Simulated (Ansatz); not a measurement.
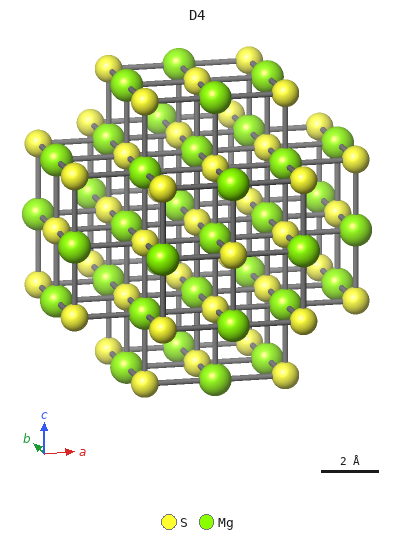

A crystal of MgS (set up in Fm-3m), relaxed (cell and atoms) with several dispersion corrections. The picture shows the result with D4. The picture is a ball-and-stick view of the conventional cell (4 times the calculation's cell), seen slightly off an axis. Lengths and directions refer to the drawn axes.

Computed with Ansatz 0.2.0: PBEsol, Ansatz PAW. Settings: plane-wave cutoff 420 eV; k-point mesh 9 × 9 × 9; occupations fermi-dirac; smearing width 0.05 eV; no spin polarisation; cell and atoms relaxed; force threshold 0.01 eV/Å.

| dispersion correction | volume (Å³/atom) | a (Å) |
| --- | --- | --- |
| D3(BJ) | ? | ? |
| D4 | 17.067 | 5.149 |
| D3(BJ)-ATM | 16.845 | 5.127 |
| none | 17.393 | 5.182 |

One row is withheld. What does the calculation give there?

With D3(BJ) the volume is the smallest of the series, below D3(BJ)-ATM (16.845). The calculation gives 16.764 Å³/atom (a = 5.119 Å). In order of volume: D3(BJ) < D3(BJ)-ATM < D4 < none; the spread is 3.8 %.
